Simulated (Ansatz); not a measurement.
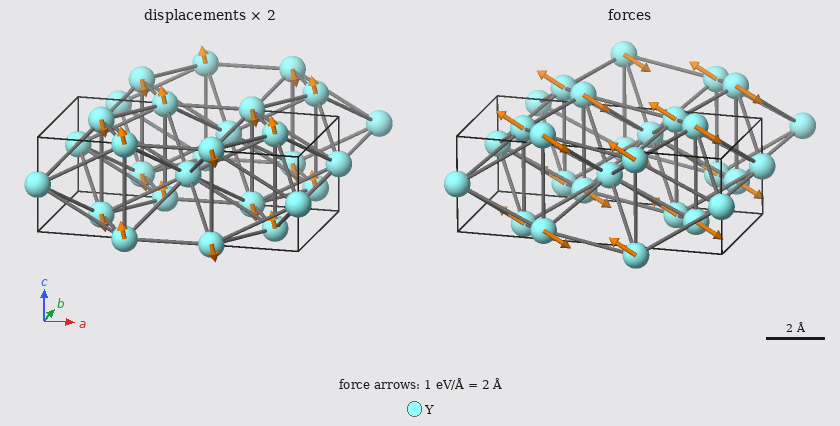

Left: a symmetric starting cell of Y (made from another compound by putting Y in place of Sc), with orange arrows for the displacements applied to it (without the part that the change of the cell carries along). Right: the displaced structure with the computed forces. Besides, the cell is strained by +2.2 % along [1 0 −2], +0.2 % along b, +0.1 % along [1 0 3] (volume +2.5 %). A ball-and-stick model of the conventional cell (2 times the calculation's cell), repeated 1 × 2 × 1 with one cell outlined, seen slightly off an axis. Lengths and directions refer to the drawn axes.

Computed with DFT PBEsol, scalar-relativistic, plane waves, PAW (Ansatz). Set-up: plane-wave cutoff 420 eV; k-point mesh 10 × 10 × 12; occupations gaussian; smearing width 0.1 eV; no spin polarisation.

Q: How do the forces relate to the distortion?

A: Atoms are displaced by 0.33 Å relative to the cell. No relaxation follows. The starting cell wasn't computed here and needn't be at equilibrium, so pressure and forces aren't due to the change alone. The pressure is 2.2 GPa (not all of it need come from the change, since the unchanged cell can be under pressure at this level too). The principal stresses (compression positive) are 3.9 GPa along b, 2.0 GPa along [1 0 2], 0.7 GPa roughly along [−1 0 3]. The largest forces, 0.57 eV/Å, act on 2 Y atoms of the calculation's cell. The forces point partly back along the displacements (cosine −0.68). Some distances before and after: Y–Y 3.145 → 3.404 Å, Y–Y 3.539 → 3.776 Å, Y–Y 3.589 → 3.451 Å, Y–Y 3.569 → 3.684 Å. The space group stays C2/m (No. 12).
